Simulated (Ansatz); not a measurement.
Te6Mo3H (distorted or defective cell)

```yaml
crystal:
  lattice:
    - [3.43343, 0.00000, 0.00000]
    - [-1.71672, 2.97344, 0.00000]
    - [0.00000, 0.00000, 20.77043]
  atoms:
    - { symbol: Te, position: [0.00000, 0.00000, 0.91258] }
    - { symbol: Te, position: [0.33333, 0.66667, 0.59178] }
    - { symbol: Te, position: [0.33333, 0.66667, 0.23331] }
    - { symbol: Te, position: [0.33333, 0.66667, 0.76669] }
    - { symbol: Te, position: [0.33333, 0.66667, 0.40822] }
    - { symbol: Te, position: [0.00000, 0.00000, 0.08742] }
    - { symbol: Mo, position: [0.00000, 0.00000, 0.67915] }
    - { symbol: Mo, position: [0.00000, 0.00000, 0.32085] }
    - { symbol: Mo, position: [0.33333, 0.66667, 0.00000] }
    - { symbol: H, position: [0.28102, 0.14051, 0.16901] }
```

Not relaxed (largest force 0.6 eV/Å); computed without spin polarisation; PAW files of the earlier set (soft_1).

Level of theory: Ansatz, DFT PBEsol+D3(BJ), scalar-relativistic, plane waves, PAW.

> What can the converged valence pseudo-density and electron localisation function tell about the bonding?

Te–Mo (2.69 Å): ρ at the midpoint is about 0.47 e/Å³; the ELF is about 0.55 at the midpoint.

> Metal or insulator at this level of theory?

It is gapless in this calculation (a metal or semimetal).

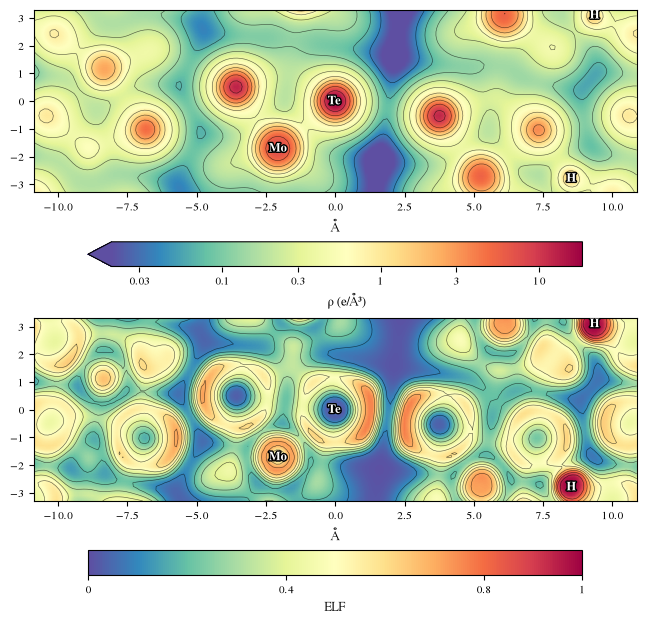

Computed valence pseudo-density and electron localisation function on the (111) plane of the calculation cell, in this order. Atoms just off the plane (Te, 0.3 Å away and Mo, 0.5 Å away) can leave unmarked features too.

The density is the valence pseudo-density of a PAW calculation; it isn't the true density close to the nuclei.
